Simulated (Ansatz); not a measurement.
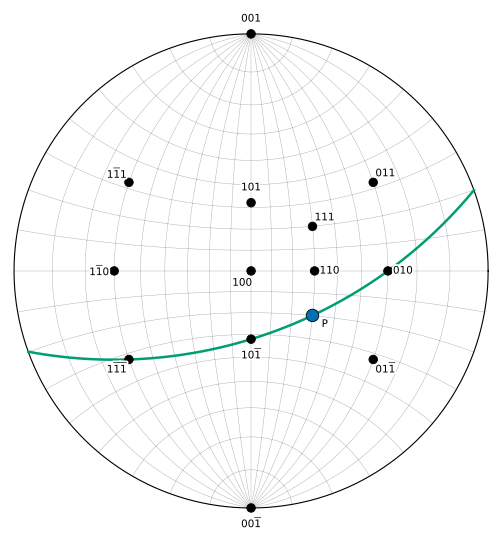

Crystal: Te, coordinates from a relaxation with Ansatz 0.2.0, DFT PBEsol, scalar-relativistic, plane waves, PAW. Stereographic projection of plane normals (upper hemisphere) centred on (1 0 0). The drawing is computed from the coordinates (standard cell, symmetry found to 0.002 Å).

a = 4.318 Å, b = 4.318 Å, c = 5.956 Å, α = 90.00°, β = 90.00°, γ = 120.00°.

**Index the pole marked P.**

P is (1 1 −1), in four indices (1 1 −2 −1), 35.5° from the centre.

**Which zone does the coloured great circle trace?**

The zone [1 0 1]: its poles satisfy h + l = 0.

**What is the angle between the normals of (1 0 0) and (1 −1 1), and what are their d_hkl = 1/|g|?**

64.9°; d = 3.740 Å and 3.167 Å.
